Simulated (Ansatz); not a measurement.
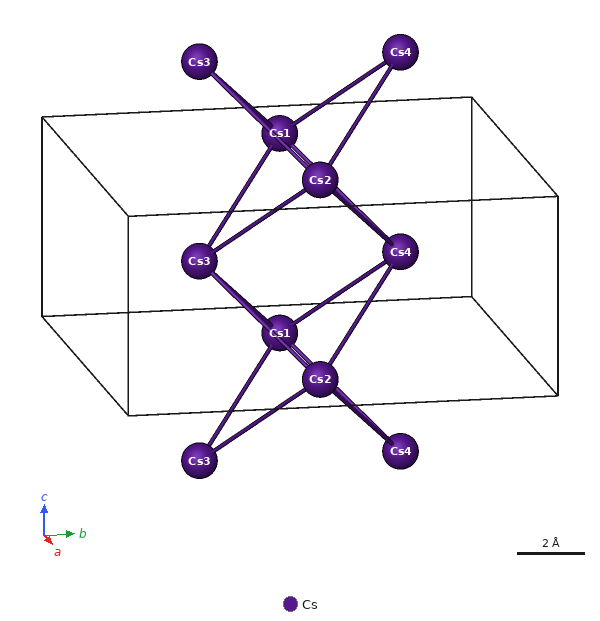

*The structure as given in the input (ball-and-stick view of the cell of the calculation, with the vacuum cut short, seen slightly off an axis; bonded neighbours outside the cell are drawn too; atoms are numbered from 1 in the order of the input).*

## Run report: Cs, geometry relaxation (part 1 of 2)

The run: geometry relaxation of Cs (4 atoms in the cell). Method and program: DFT PBE, scalar-relativistic, plane waves, PAW, no spin polarisation (Ansatz 0.2.0).

The structure derives from an entry of the Crystallography Open Database. It belongs to a series of runs on one base structure; here: wire along [0 0 1], 4 atoms a period. Figures and captions count atoms from 1; the log counts them from 0 in places.

Log:
```
Engine: ansatz 0.2.0, x86_64-unknown-linux-gnu
Pseudopotentials: kind: paw
Pseudopotential: Cs, paw, valence charge 9, recommended cutoff 420 eV (normal), Cs.paw.azcp
Functional definition: PBE
  parameter kappa = 0.804
  parameter beta = 0.06672455060314922
  exchange = pbe_x(kappa = kappa, mu = beta*pi^2/3)
  correlation = pbe_c(beta = beta)
Crystal: 4 atoms, lattice volume = 1451.028 Å³
Basis set: ecut = 420 eV, 28397 PW (Γ), exchange–correlation on 216×216×90 points (8 copies of the dense FFT grid, shifted against one another)
Bands: 22, of which v1, the nominal top of the filled ones, is band 18 counted from 1 (17 counted from 0)
Symmetry: 8 space group operations
Space group: Pmmm (ITA 47), of the structure as read, at distance tolerance 1.1e-4 Å
k-points: 5 of 9
Non-local potential: Cs, projectors of the file, l = 0: 3, l = 1: 2, l = 2: 2, l = 3: 2
PAW form: soft (Blöchl's): semilocal exchange-correlation on the pseudo side does not see the compensation charge
PAW one-centre angular grid: Cs, 194 points (default); XC on 64 Gauss nodes
Initial density: superposition of atomic densities (neutral atoms: chi_scale 0, normalization atom), corrected by the library's trained network
Initial wavefunctions: pseudopotential atomic-orbital guess
Functional: x = pbe(κ = 0.804, μ = 0.2195149727645171), c = pbe(β = 0.06672455060314922)
SCF iter   1: F=—  HF=-22682.192813 eV  |F-HF|=—  |Δ(HF+E_count)|=         —  Δρ=7.06e-4  dr2=1.20e-1  ethr=1.77e-3  ⟨swp⟩=10.6  Hψ=667  notcnv=0
preconditioner: auto → LDOS  [insulator: Δε(μ)=0.259 eV  Ē_g=1.023 eV  σ=0.050 eV  W_gap=0.72  n_scr=82 (ndim 8)  ℏωp=1.9 eV  f_vac=0.563  D(μ)=7.97/eV (n_scr^D=20)  ε∞_Penn≈4.6  β→1.0]
SCF iter   2: F=—  HF=-22682.180612 eV  |F-HF|=—  |Δ(HF+E_count)|=   1.22e-2  Δρ=4.03e-4  dr2=4.09e-3  ethr=3.33e-4  ⟨swp⟩=5.2  Hψ=270  notcnv=0  defer=1
SCF iter   3: F=—  HF=-22682.181781 eV  |F-HF|=—  |Δ(HF+E_count)|=   1.17e-3  Δρ=2.59e-4  dr2=3.78e-3  ethr=1.14e-5  ⟨swp⟩=2.0  Hψ=211  notcnv=0  defer=1
SCF iter   4: F=—  HF=-22682.180937 eV  |F-HF|=—  |Δ(HF+E_count)|=   8.44e-4  Δρ=4.35e-5  dr2=1.01e-4  ethr=1.05e-5  ⟨swp⟩=2.0  Hψ=180  notcnv=0  defer=1
SCF iter   5: F=—  HF=-22682.180993 eV  |F-HF|=—  |Δ(HF+E_count)|=   5.60e-5  Δρ=1.43e-5  dr2=1.04e-5  ethr=2.81e-7  ⟨swp⟩=2.4  Hψ=196  notcnv=0  defer=1
SCF iter   6: F=—  HF=-22682.181062 eV  |F-HF|=—  |Δ(HF+E_count)|=   6.95e-5  Δρ=5.52e-6  dr2=1.43e-6  ethr=2.90e-8  ⟨swp⟩=3.4  Hψ=212  notcnv=0  defer=1
SCF iter   7: F=—  HF=-22682.181063 eV  |F-HF|=—  |Δ(HF+E_count)|=   9.96e-7  Δρ=1.87e-6  dr2=1.54e-7  ethr=3.96e-9  ⟨swp⟩=2.0  Hψ=180  notcnv=0  defer=1
SCF iter   8: F=-22682.181063 eV  HF=-22682.181063 eV  |F-HF|=6.71e-9  |Δ(HF+E_count)|=   6.73e-8  Δρ=6.14e-7  dr2=1.31e-8  ethr=2.78e-10  ⟨swp⟩=19.8  Hψ=940  notcnv=0
SCF 1 converged in 8 iterations: F = -22682.181063 eV  dr2 = 1.31e-8
  greatest PAW one-centre occupation: 0.930 electrons in one spin orbital (limit 2), on the Cs atom at site 1 (counted from 0), in its partial waves of l = 0
relax step   1: F+E_penalty+E_count = -22682.18106323 eV  Δ(F+E_penalty+E_count) = +0.000e0 eV  max|allowed force component| = 2.550e-2 eV/Å  Δτ_max = 0.0000 Å  P = -0.042 GPa  Ω = 1451.028 Å³  fix = [a, b, alpha, beta, gamma]  reactions: a +0.002, b +0.003 GPa  (8 SCF iters, dr2 threshold 1.00e-7 eV, accepted)
Crystal: 4 atoms, lattice volume = 1444.627 Å³
Basis set: ecut = 420 eV, 28273 PW (Γ), exchange–correlation on 216×216×90 points (8 copies of the dense FFT grid, shifted against one another)
Initial density: handed on by an earlier stage of this run
Initial wavefunctions: those handed on with the density
iter 1 solved again at ethr=5.52e-7 eV; its pass at ethr=3.10e-3 eV (dr2=1.99e-4 eV) is discarded
SCF iter   1: F=—  HF=-22682.186216 eV  |F-HF|=—  |Δ(HF+E_count)|=         —  Δρ=1.09e-5  dr2=1.72e-5  ethr=5.52e-7  ⟨swp⟩=3.0  Hψ=763  notcnv=0
preconditioner: auto → LDOS  [insulator: Δε(μ)=0.251 eV  Ē_g=1.061 eV  σ=0.050 eV  W_gap=0.73  n_scr=82 (ndim 8)  ℏωp=2.0 eV  f_vac=0.548  D(μ)=7.97/eV (n_scr^D=20)  ε∞_Penn≈4.4  β→1.0]
SCF iter   2: F=—  HF=-22682.186298 eV  |F-HF|=—  |Δ(HF+E_count)|=   8.22e-5  Δρ=4.49e-6  dr2=2.09e-6  ethr=4.77e-8  ⟨swp⟩=2.0  Hψ=147  notcnv=0
SCF iter   3: F=—  HF=-22682.186298 eV  |F-HF|=—  |Δ(HF+E_count)|=   3.75e-7  Δρ=2.69e-6  dr2=4.43e-7  ethr=5.81e-9  ⟨swp⟩=3.0  Hψ=211  notcnv=0
SCF iter   4: F=—  HF=-22682.186298 eV  |F-HF|=—  |Δ(HF+E_count)|=   7.66e-9  Δρ=1.01e-6  dr2=5.90e-8  ethr=1.23e-9  ⟨swp⟩=2.0  Hψ=181  notcnv=0
SCF iter   5: F=-22682.186298 eV  HF=-22682.186298 eV  |F-HF|=5.14e-9  |Δ(HF+E_count)|=   2.23e-8  Δρ=4.66e-7  dr2=1.21e-8  ethr=1.21e-10  ⟨swp⟩=15.0  Hψ=820  notcnv=0
SCF 2 converged in 5 iterations: F = -22682.186298 eV  dr2 = 1.21e-8
relax step   2: F+E_penalty+E_count = -22682.18629833 eV  Δ(F+E_penalty+E_count) = -5.235e-3 eV  max|allowed force component| = 2.351e-2 eV/Å  Δτ_max = 0.0011 Å  P = -0.040 GPa  Ω = 1444.627 Å³  energy of the carried Pulay correction = +1.887e-6 eV  fix = [a, b, alpha, beta, gamma]  reactions: a +0.004, b +0.004 GPa  (5 SCF iters, dr2 threshold 4.36e-8 eV, accepted)
Crystal: 4 atoms, lattice volume = 1374.320 Å³
Basis set: ecut = 420 eV, 26851 PW (Γ), exchange–correlation on 216×216×90 points (8 copies of the dense FFT grid, shifted against one another)
iter 1 solved again at ethr=6.94e-6 eV; its pass at ethr=3.10e-3 eV (dr2=2.50e-3 eV) is discarded
SCF iter   1: F=—  HF=-22682.228967 eV  |F-HF|=—  |Δ(HF+E_count)|=         —  Δρ=1.28e-4  dr2=2.32e-3  ethr=6.94e-6  ⟨swp⟩=3.4  Hψ=948  notcnv=0
preconditioner: auto → LDOS  [insulator: Δε(μ)=0.291 eV  Ē_g=1.086 eV  σ=0.050 eV  W_gap=0.72  n_scr=86 (ndim 8)  ℏωp=2.0 eV  f_vac=0.545  D(μ)=7.96/eV (n_scr^D=20)  ε∞_Penn≈4.4  β→1.0]
SCF iter   2: F=—  HF=-22682.230943 eV  |F-HF|=—  |Δ(HF+E_count)|=   1.98e-3  Δρ=5.25e-5  dr2=2.86e-4  ethr=6.45e-6  ⟨swp⟩=2.0  Hψ=138  notcnv=0
SCF iter   3: F=—  HF=-22682.230976 eV  |F-HF|=—  |Δ(HF+E_count)|=   3.29e-5  Δρ=2.87e-5  dr2=4.78e-5  ethr=7.95e-7  ⟨swp⟩=2.6  Hψ=201  notcnv=0
SCF iter   4: F=—  HF=-22682.230980 eV  |F-HF|=—  |Δ(HF+E_count)|=   4.55e-6  Δρ=1.28e-5  dr2=7.92e-6  ethr=1.33e-7  ⟨swp⟩=2.0  Hψ=181  notcnv=0
SCF iter   5: F=—  HF=-22682.231045 eV  |F-HF|=—  |Δ(HF+E_count)|=   6.47e-5  Δρ=5.64e-6  dr2=1.93e-6  ethr=2.20e-8  ⟨swp⟩=2.0  Hψ=195  notcnv=0
SCF iter   6: F=—  HF=-22682.231045 eV  |F-HF|=—  |Δ(HF+E_count)|=   1.72e-7  Δρ=1.68e-6  dr2=9.55e-8  ethr=5.37e-9  ⟨swp⟩=2.0  Hψ=181  notcnv=0
SCF iter   7: F=-22682.231045 eV  HF=-22682.231045 eV  |F-HF|=8.40e-10  |Δ(HF+E_count)|=   6.38e-8  Δρ=5.91e-7  dr2=1.13e-8  ethr=1.14e-10  ⟨swp⟩=16.2  Hψ=858  notcnv=0
SCF 3 converged in 7 iterations: F = -22682.231045 eV  dr2 = 1.13e-8
  greatest PAW one-centre occupation: 0.930 electrons in one spin orbital (limit 2), on the Cs atom at site 3 (counted from 0), in its partial waves of l = 0
relax step   3: F+E_penalty+E_count = -22682.23104501 eV  Δ(F+E_penalty+E_count) = -4.475e-2 eV  max|allowed force component| = 2.510e-3 eV/Å  Δτ_max = 0.0127 Å  P = -0.010 GPa  Ω = 1374.320 Å³  energy of the carried Pulay correction = +2.317e-5 eV  fix = [a, b, alpha, beta, gamma]  reactions: a +0.020, b +0.021 GPa  (7 SCF iters, dr2 threshold 4.09e-8 eV, accepted)
Crystal: 4 atoms, lattice volume = 1303.444 Å³
Basis set: ecut = 420 eV, 25503 PW (Γ), exchange–correlation on 216×216×90 points (8 copies of the dense FFT grid, shifted against one another)
iter 1 solved again at ethr=2.78e-6 eV; its pass at ethr=3.10e-3 eV (dr2=1.00e-3 eV) is discarded
SCF iter   1: F=—  HF=-22682.246341 eV  |F-HF|=—  |Δ(HF+E_count)|=         —  Δρ=1.50e-4  dr2=8.63e-4  ethr=2.78e-6  ⟨swp⟩=3.8  Hψ=967  notcnv=0
preconditioner: auto → LDOS  [insulator: Δε(μ)=0.284 eV  Ē_g=1.099 eV  σ=0.050 eV  W_gap=0.78  n_scr=86 (ndim 8)  ℏωp=2.1 eV  f_vac=0.541  D(μ)=9.32/eV (n_scr^D=22)  ε∞_Penn≈4.5  β→1.0]
SCF iter   2: F=—  HF=-22682.249293 eV  |F-HF|=—  |Δ(HF+E_count)|=   2.95e-3  Δρ=6.69e-5  dr2=2.52e-4  ethr=2.40e-6  ⟨swp⟩=2.6  Hψ=217  notcnv=0
SCF iter   3: F=—  HF=-22682.249307 eV  |F-HF|=—  |Δ(HF+E_count)|=   1.43e-5  Δρ=3.29e-5  dr2=8.39e-5  ethr=7.00e-7  ⟨swp⟩=2.2  Hψ=197  notcnv=0
SCF iter   4: F=—  HF=-22682.249321 eV  |F-HF|=—  |Δ(HF+E_count)|=   1.38e-5  Δρ=1.23e-5  dr2=5.31e-6  ethr=2.33e-7  ⟨swp⟩=3.0  Hψ=204  notcnv=0
SCF iter   5: F=—  HF=-22682.249387 eV  |F-HF|=—  |Δ(HF+E_count)|=   6.56e-5  Δρ=4.21e-6  dr2=7.86e-7  ethr=1.47e-8  ⟨swp⟩=2.0  Hψ=187  notcnv=0
SCF iter   6: F=—  HF=-22682.249387 eV  |F-HF|=—  |Δ(HF+E_count)|=   4.09e-8  Δρ=1.87e-6  dr2=1.22e-7  ethr=2.18e-9  ⟨swp⟩=2.0  Hψ=187  notcnv=0
SCF iter   7: F=-22682.249387 eV  HF=-22682.249387 eV  |F-HF|=1.68e-9  |Δ(HF+E_count)|=  5.93e-10  Δρ=3.27e-7  dr2=7.22e-9  ethr=3.53e-11  ⟨swp⟩=12.2  Hψ=883  notcnv=0
SCF 4 converged in 7 iterations: F = -22682.249387 eV  dr2 = 7.22e-9
relax step   4: F+E_penalty+E_count = -22682.24938682 eV  Δ(F+E_penalty+E_count) = -1.834e-2 eV  max|allowed force component| = 1.724e-2 eV/Å  Δτ_max = 0.0410 Å  P = +0.021 GPa  Ω = 1303.444 Å³  energy of the carried Pulay correction = +4.573e-5 eV  fix = [a, b, alpha, beta, gamma]  reactions: a +0.034, b +0.036 GPa  (7 SCF iters, dr2 threshold 1.27e-8 eV, accepted)
Crystal: 4 atoms, lattice volume = 1284.958 Å³
Basis set: ecut = 420 eV, 25139 PW (Γ), exchange–correlation on 216×216×90 points (8 copies of the dense FFT grid, shifted against one another)
iter 1 solved again at ethr=2.96e-6 eV; its pass at ethr=3.10e-3 eV (dr2=1.07e-3 eV) is discarded
SCF iter   1: F=—  HF=-22682.250706 eV  |F-HF|=—  |Δ(HF+E_count)|=         —  Δρ=1.24e-4  dr2=1.05e-3  ethr=2.96e-6  ⟨swp⟩=3.4  Hψ=948  notcnv=0
preconditioner: auto → LDOS  [insulator: Δε(μ)=0.238 eV  Ē_g=1.099 eV  σ=0.050 eV  W_gap=0.70  n_scr=86 (ndim 8)  ℏωp=2.1 eV  f_vac=0.539  D(μ)=8.69/eV (n_scr^D=20)  ε∞_Penn≈4.6  β→1.0]
SCF iter   2: F=—  HF=-22682.251594 eV  |F-HF|=—  |Δ(HF+E_count)|=   8.89e-4  Δρ=4.09e-5  dr2=1.73e-4  ethr=2.91e-6  ⟨swp⟩=2.0  Hψ=137  notcnv=0
SCF iter   3: F=—  HF=-22682.251601 eV  |F-HF|=—  |Δ(HF+E_count)|=   7.13e-6  Δρ=2.64e-5  dr2=1.54e-5  ethr=4.80e-7  ⟨swp⟩=2.8  Hψ=193  notcnv=0
SCF iter   4: F=—  HF=-22682.251604 eV  |F-HF|=—  |Δ(HF+E_count)|=   2.71e-6  Δρ=5.10e-6  dr2=8.30e-7  ethr=4.27e-8  ⟨swp⟩=2.0  Hψ=201  notcnv=0
SCF iter   5: F=—  HF=-22682.251666 eV  |F-HF|=—  |Δ(HF+E_count)|=   6.25e-5  Δρ=1.46e-6  dr2=1.37e-7  ethr=2.30e-9  ⟨swp⟩=2.6  Hψ=190  notcnv=0
SCF iter   6: F=—  HF=-22682.251666 eV  |F-HF|=—  |Δ(HF+E_count)|=   5.03e-8  Δρ=7.21e-7  dr2=1.71e-8  ethr=3.80e-10  ⟨swp⟩=2.0  Hψ=190  notcnv=0
SCF iter   7: F=—  HF=-22682.251666 eV  |F-HF|=—  |Δ(HF+E_count)|=   1.84e-9  Δρ=2.38e-7  dr2=2.38e-9  ethr=4.74e-11  ⟨swp⟩=2.0  Hψ=201  notcnv=0
SCF iter   8: F=—  HF=-22682.251666 eV  |F-HF|=—  |Δ(HF+E_count)|=   1.03e-9  Δρ=6.35e-8  dr2=1.57e-10  ethr=6.61e-12  ⟨swp⟩=2.2  Hψ=182  notcnv=0
SCF iter   9: F=-22682.251667 eV  HF=-22682.251667 eV  |F-HF|=3.64e-12  |Δ(HF+E_count)|=  8.00e-11  Δρ=1.87e-8  dr2=1.02e-11  ethr=1.00e-12  ⟨swp⟩=8.0  Hψ=639  notcnv=0
SCF 5 converged in 9 iterations: F = -22682.251667 eV  dr2 = 1.02e-11
relax step   5: F+E_penalty+E_count = -22682.25166650 eV  Δ(F+E_penalty+E_count) = -2.280e-3 eV  max|allowed force component| = 1.033e-2 eV/Å  Δτ_max = 0.0448 Å  P = +0.022 GPa  Ω = 1284.958 Å³  energy of the carried Pulay correction = +5.181e-5 eV  fix = [a, b, alpha, beta, gamma]  reactions: a +0.032, b +0.033 GPa  (9 SCF iters, accepted)
Crystal: 4 atoms, lattice volume = 1276.186 Å³
Basis set: ecut = 420 eV, 24895 PW (Γ), exchange–correlation on 216×216×90 points (8 copies of the dense FFT grid, shifted against one another)
iter 1 solved again at ethr=2.58e-6 eV; its pass at ethr=3.10e-3 eV (dr2=9.29e-4 eV) is discarded
SCF iter   1: F=—  HF=-22682.251796 eV  |F-HF|=—  |Δ(HF+E_count)|=         —  Δρ=9.48e-5  dr2=5.44e-4  ethr=2.58e-6  ⟨swp⟩=3.4  Hψ=825  notcnv=0
preconditioner: auto → LDOS  [insulator: Δε(μ)=0.207 eV  Ē_g=1.099 eV  σ=0.050 eV  W_gap=0.63  n_scr=86 (ndim 8)  ℏωp=2.1 eV  f_vac=0.535  D(μ)=7.82/eV (n_scr^D=20)  ε∞_Penn≈4.6  β→1.0]
SCF iter   2: F=—  HF=-22682.252182 eV  |F-HF|=—  |Δ(HF+E_count)|=   3.86e-4  Δρ=3.09e-5  dr2=1.12e-4  ethr=1.51e-6  ⟨swp⟩=2.0  Hψ=137  notcnv=0
SCF iter   3: F=—  HF=-22682.252181 eV  |F-HF|=—  |Δ(HF+E_count)|=   8.21e-7  Δρ=2.12e-5  dr2=1.00e-5  ethr=3.11e-7  ⟨swp⟩=2.2  Hψ=184  notcnv=0
SCF iter   4: F=—  HF=-22682.252180 eV  |F-HF|=—  |Δ(HF+E_count)|=   8.12e-7  Δρ=4.40e-6  dr2=7.34e-7  ethr=2.78e-8  ⟨swp⟩=2.0  Hψ=201  notcnv=0
SCF iter   5: F=—  HF=-22682.252243 eV  |F-HF|=—  |Δ(HF+E_count)|=   6.21e-5  Δρ=1.20e-6  dr2=6.40e-8  ethr=2.04e-9  ⟨swp⟩=2.6  Hψ=190  notcnv=0
SCF iter   6: F=—  HF=-22682.252243 eV  |F-HF|=—  |Δ(HF+E_count)|=   3.68e-8  Δρ=5.39e-7  dr2=9.99e-9  ethr=1.78e-10  ⟨swp⟩=2.0  Hψ=193  notcnv=0
SCF iter   7: F=—  HF=-22682.252243 eV  |F-HF|=—  |Δ(HF+E_count)|=   2.27e-9  Δρ=1.68e-7  dr2=1.31e-9  ethr=2.77e-11  ⟨swp⟩=2.0  Hψ=198  notcnv=0
SCF iter   8: F=—  HF=-22682.252243 eV  |F-HF|=—  |Δ(HF+E_count)|=  5.31e-10  Δρ=4.82e-8  dr2=1.08e-10  ethr=3.64e-12  ⟨swp⟩=2.6  Hψ=184  notcnv=0
iter 9 did not close the SCF: its close was put off until two iterations running show no level that it waits for move by more than its bar (scf_convergence_deferred on its scf_iter line)
SCF iter   9: F=-22682.252243 eV  HF=-22682.252243 eV  |F-HF|=3.64e-12  |Δ(HF+E_count)|=  6.18e-11  Δρ=1.45e-8  dr2=5.65e-12  ethr=1.00e-12  ⟨swp⟩=12.0  Hψ=615  notcnv=0
iter 10 did not close the SCF: its close was put off until two iterations running show no level that it waits for move by more than its bar (scf_convergence_deferred on its scf_iter line)
SCF iter  10: F=-22682.252243 eV  HF=-22682.252243 eV  |F-HF|=3.64e-12  |Δ(HF+E_count)|=  7.28e-12  Δρ=5.27e-9  dr2=8.86e-13  ethr=1.00e-12  ⟨swp⟩=5.8  Hψ=522  notcnv=0
SCF iter  11: F=-22682.252243 eV  HF=-22682.252243 eV  |F-HF|=0.00e0  |Δ(HF+E_count)|=  7.28e-12  Δρ=1.51e-9  dr2=9.15e-14  ethr=1.00e-12  ⟨swp⟩=5.2  Hψ=444  notcnv=0
SCF 6 converged in 11 iterations: F = -22682.252243 eV  dr2 = 9.15e-14
relax step   6: F+E_penalty+E_count = -22682.25224257 eV  Δ(F+E_penalty+E_count) = -5.761e-4 eV  max|allowed force component| = 1.056e-3 eV/Å  Δτ_max = 0.0401 Å  P = +0.019 GPa  Ω = 1276.186 Å³  energy of the carried Pulay correction = +5.472e-5 eV  fix = [a, b, alpha, beta, gamma]  reactions: a +0.028, b +0.028 GPa  (11 SCF iters, accepted)
Basis set: ecut = 420 eV, 24895 PW (Γ), exchange–correlation on 216×216×80 points (8 copies of the dense FFT grid, shifted against one another)
Initial wavefunctions: pseudopotential atomic-orbital guess (no wavefunctions were taken with the density)
iter 1 solved again at ethr=2.42e-6 eV; its pass at ethr=3.10e-3 eV (dr2=8.69e-4 eV) is discarded
SCF iter   1: F=—  HF=-22682.252042 eV  |F-HF|=—  |Δ(HF+E_count)|=         —  Δρ=8.79e-6  dr2=9.34e-8  ethr=2.42e-6  ⟨swp⟩=5.2  Hψ=1083  notcnv=0
eigensolver tolerance schedule: the retry pair's looser diagonalisation over-reported the residual by 9310.99 of it (diagonalisation noise at an unbounded share of the residual, at the tolerance the schedule requests for it); recorded, not acted on — ethr = c·dr2/N_el stays at c = 1.0e-1
preconditioner: auto → LDOS  [insulator: Δε(μ)=0.215 eV  Ē_g=1.101 eV  σ=0.050 eV  W_gap=0.64  n_scr=86 (ndim 8)  ℏωp=2.1 eV  f_vac=0.535  D(μ)=7.97/eV (n_scr^D=20)  ε∞_Penn≈4.6  β→1.0]
SCF iter   2: F=—  HF=-22682.252095 eV  |F-HF|=—  |Δ(HF+E_count)|=   5.30e-5  Δρ=5.28e-7  dr2=1.53e-8  ethr=2.59e-10  ⟨swp⟩=4.0  Hψ=245  notcnv=0
SCF iter   3: F=—  HF=-22682.252095 eV  |F-HF|=—  |Δ(HF+E_count)|=  4.98e-10  Δρ=2.74e-7  dr2=1.32e-9  ethr=4.24e-11  ⟨swp⟩=2.0  Hψ=181  notcnv=0
SCF iter   4: F=—  HF=-22682.252095 eV  |F-HF|=—  |Δ(HF+E_count)|=  2.80e-10  Δρ=3.77e-8  dr2=1.97e-10  ethr=3.68e-12  ⟨swp⟩=2.0  Hψ=200  notcnv=0
SCF iter   5: F=—  HF=-22682.252095 eV  |F-HF|=—  |Δ(HF+E_count)|=  1.46e-11  Δρ=2.04e-8  dr2=3.25e-11  ethr=1.00e-12  ⟨swp⟩=1.8  Hψ=117  notcnv=0
SCF iter   6: F=-22682.252095 eV  HF=-22682.252095 eV  |F-HF|=3.64e-12  |Δ(HF+E_count)|=  3.64e-12  Δρ=5.44e-9  dr2=2.05e-12  ethr=1.00e-12  ⟨swp⟩=11.8  Hψ=587  notcnv=0
SCF 7 converged in 6 iterations: F = -22682.252095 eV  dr2 = 2.05e-12
relax step   7: F+E_penalty+E_count = -22682.25209519 eV  Δ(F+E_penalty+E_count) = +1.474e-4 eV  max|allowed force component| = 1.064e-3 eV/Å  Δτ_max = 0.0000 Å  P = +0.019 GPa  Ω = 1276.186 Å³  fix = [a, b, alpha, beta, gamma]  reactions: a +0.028, b +0.028 GPa  stress off target by 2.15e-3 GPa on what of the cell is left free  SCF on the basis re-selected at this cell (its energy is not comparable with the rows above)  (6 SCF iters)
```

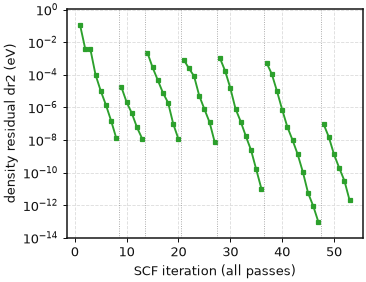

*Convergence of the self-consistent field: density residual dr2 against the SCF iteration. The dotted lines part the SCF passes of the relaxation: geometry steps, rejected trials and re-solves on a re-selected basis.*

The 7 passes take 5 to 11 iterations each, 53 in all.

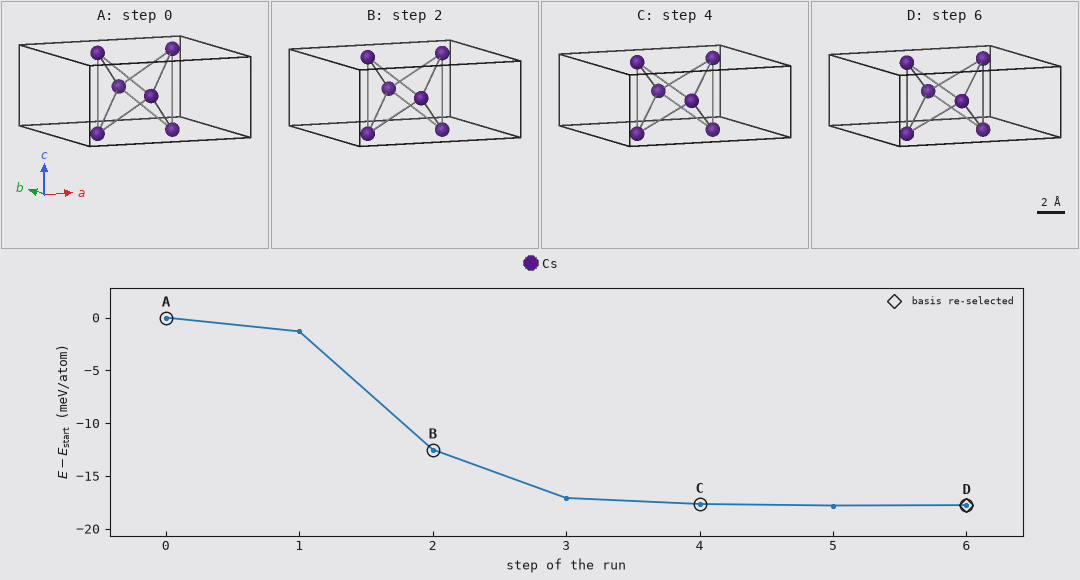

*Frames of the relaxation (ball-and-stick view of the cell of the calculation, with the vacuum cut short, seen slightly off an axis) above the curves, on which the letters mark them (the first geometry is step 0 here and step 1 in the log).*
